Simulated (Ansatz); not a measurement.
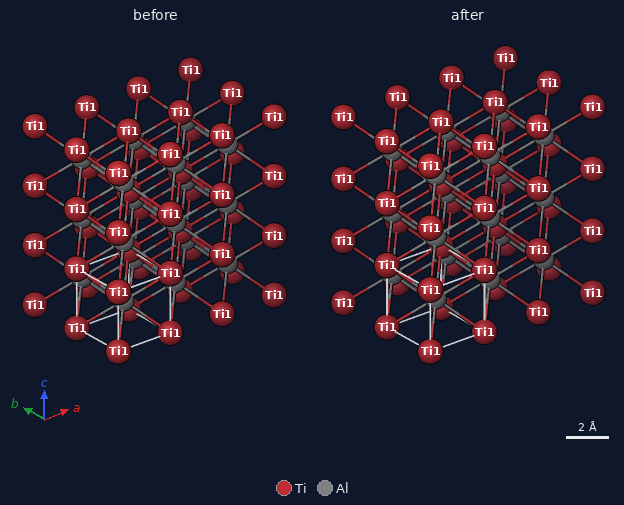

Left: a symmetric starting cell of TiAl. Right: the same structure after one change, at the same scale. A ball-and-stick model of the cell of the calculation, repeated 3 × 2 × 3 with one cell outlined, seen from a free direction.

All numbers below come from DFT PBE, scalar-relativistic, plane waves, PAW (Ansatz 0.2.0). Settings: plane-wave cutoff 420 eV; k-point mesh 14 × 14 × 14; occupations gaussian; smearing width 0.1 eV; no spin polarisation.

**What distinguishes the right structure from the left one?**

All lengths are scaled by +4.1 % (volume +12.9 %), the atoms keeping their fractional coordinates. No relaxation follows. The starting cell wasn't computed here and needn't be at equilibrium, so pressure and forces aren't due to the change alone.

**And its effect?**

The pressure is −10.1 GPa (not all of it need come from the change, since the unchanged cell can be under pressure at this level too). All forces vanish by symmetry. Among the bonded contacts that change: Al–Ti 2.753 → 2.866 Å. The space group stays Pm-3m (No. 221).
